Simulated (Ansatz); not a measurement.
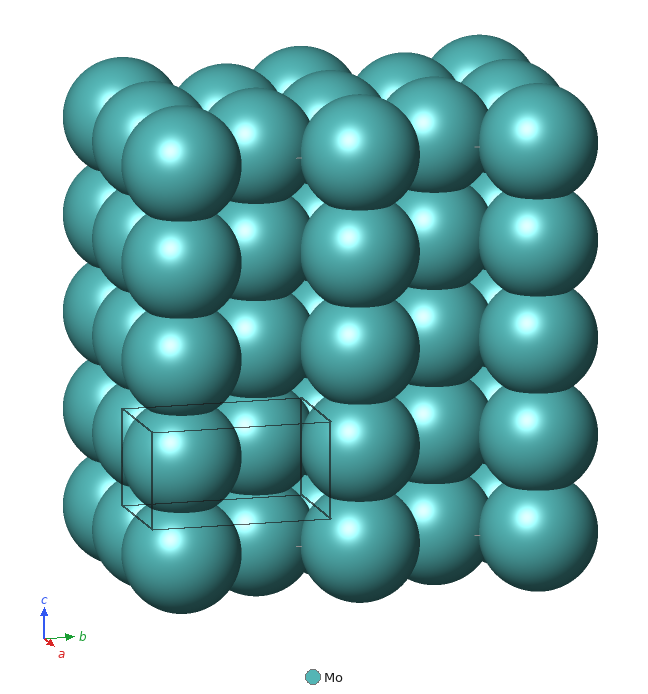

The figure gives a space-filling picture of the atoms, viewed slightly off an axis. The drawing covers 2×2×4 cells, and the solid lines enclose one conventional unit cell.

Mo, space group Cmmm (No. 65), a = 2.83 Å, b = 4.74 Å, c = 2.56 Å, α = 90.00°, β = 90.00°, γ = 90.00°.

Level of theory and settings: DFT PBEsol, scalar-relativistic, plane waves, PAW (Ansatz), wavefunction cutoff 420 eV, k-points about 0.15 Å⁻¹ apart, Gaussian smearing of 0.15 eV, no spin polarisation.

What does the calculation say: metal or gapped?

A metal: bands cross the Fermi level.

How far is the cell from zero pressure?

The computed pressure is -10.5 GPa (stretched: it would shrink). The stress isn't hydrostatic: its largest component is 12.1 GPa.

The model was built from a structure listed in the Materials Project. The cell was then strained or its atoms displaced on purpose. It went into a calculation with Ansatz.

At this level of theory the cell isn't at rest (stretched, at -11 GPa), so its distances can differ from those at equilibrium, the more so the softer the solid.
